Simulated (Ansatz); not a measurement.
Start from this file.

```cif
data_structure
_symmetry_space_group_name_H-M 'P 1'
_symmetry_Int_Tables_number 1
_cell_length_a 2.7313
_cell_length_b 2.7754
_cell_length_c 3.1754
_cell_angle_alpha 88.955
_cell_angle_beta 90.157
_cell_angle_gamma 90.661
_cell_volume 24.07
loop_
_atom_site_label
_atom_site_type_symbol
_atom_site_fract_x
_atom_site_fract_y
_atom_site_fract_z
_atom_site_occupancy
Al1 Al 0.00000 0.00000 0.00000 1
Ni1 Ni 0.50429 0.47434 0.50442 1
```

Before looking at a picture, describe the arrangement of atoms.

Answer. The formula is AlNi. There is no symmetry operation other than the lattice translations (P1). It is a distorted form of a primitive cubic structure, space group Pm-3m (No. 221) within 0.45 Å: caesium chloride (CsCl, B2) type. The cell has 2 atoms, namely 1 Al, 1 Ni.

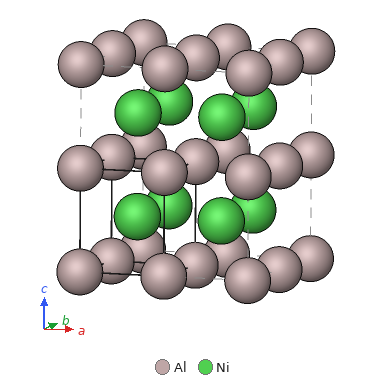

Structure drawing (spheres-only), viewed slightly off an axis. Solid lines give the unit cell, repeated here 2×2×2 times. Colours: aluminium light grey, nickel green.

The initial geometry was a structure listed in the Materials Project. The cell was then strained or its atoms displaced on purpose. Ansatz was used for an electronic-structure calculation on it.
